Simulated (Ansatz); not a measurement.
# Fermi surface of TaN in space group P-6m2

```
Ta N
1.0
     2.93800    0.00000    0.00000
    -1.46900    2.54438    0.00000
     0.00000    0.00000    2.88300
Ta N
1 1
Cartesian
  0.0000 0.0000 1.4415
  1.4690 0.8481 0.0000
```

Method: Ansatz, DFT PBE, scalar-relativistic, plane waves, PAW; levels and slopes on a dense k mesh at the converged density. No spin polarisation. The levels come from a k mesh of 30×30×24 points. The geometry was not relaxed (residual pressure 5 GPa).

Part 1: The sheets

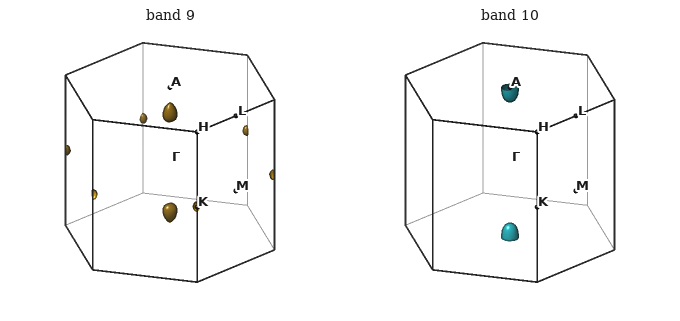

Computed Fermi surface of this crystal. Each panel holds one band. The brighter face of a sheet looks towards empty states.

Summarise the topology of this Fermi surface.

Answer. Two bands cross the Fermi level; this is a semimetal: only small electron and hole pockets.

Band 9: two hole pockets on the Γ–A line (each 0.05 % of the zone) and specks under 0.04 % of the zone, which the mesh doesn't resolve and which may come from the interpolation.
Band 10: one electron pocket centred at A (0.13 % of the zone).
A pocket cut by a face of the zone is counted once with the part on the opposite face.
The shape of the surface of band 9 changes its kind within 0.04 eV of this level, so small parts may appear, vanish, join or separate.

Part 2: Cuts and bands

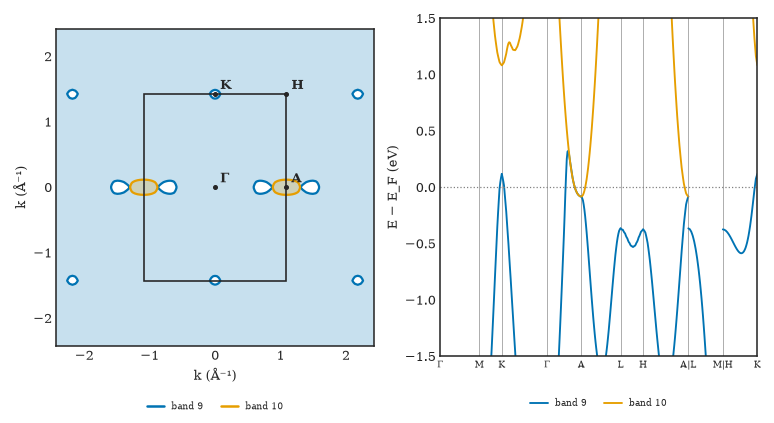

This crystal: cut through the Fermi surface in the plane through Γ, A and K, filled states shaded, and the bands that cross the Fermi level.

For each band, read its level at the labelled points (eV from the Fermi level).

Answer.
| band | Γ | A | K | H | M | L |
| --- | --- | --- | --- | --- | --- | --- |
| band 9 | below | −0.08 | +0.12 | −0.37 | below | −0.36 |
| band 10 | above | −0.08 | +1.08 | above | above | above |

Negative values are filled states; "above" and "below" lie outside the plotted window.

Part 3: Speeds

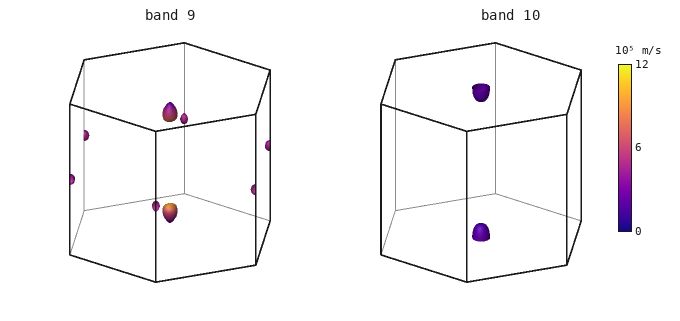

Fermi surface of this crystal, coloured by the Fermi speed.

Give the range and mean of the Fermi speed for each band.

Answer. Band 9: 2.8 to 10 × 10⁵ m/s over most of the sheet, 5.3 × 10⁵ m/s on average over states. Band 10: 1.6 to 2.3 × 10⁵ m/s over most of the sheet, 2.1 × 10⁵ m/s on average over states.

Which of these bands adds most to the density of states at the Fermi level?

Answer. Band 10, with 0.044 of 0.071 states/eV per cell.

Part 4: Weight on the atoms

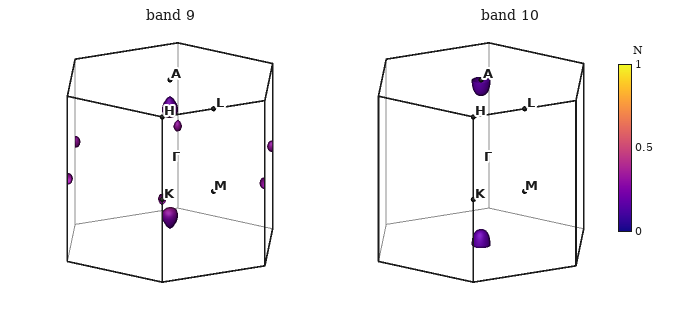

Fermi surface of this crystal, coloured by the weight of the states on N (Voronoi cells).

On which elements do the states at the Fermi level lie?

Answer. Band 9: Ta (73 %) and N (27 %). Band 10: Ta (82 %) and N (18 %).

Semilocal functionals overstate band overlaps, so a small overlap like this can be a small gap in truth. Spin-orbit coupling is left out; with Ta it can split, shift or remove sheets. Necks and pockets thinner than about two mesh steps aren't resolved, so separate pockets may in truth be joined.

Time for the whole run: 30 s on 1 thread of Arm Neoverse V2, with other jobs on the host, peak memory 0.44 GiB.
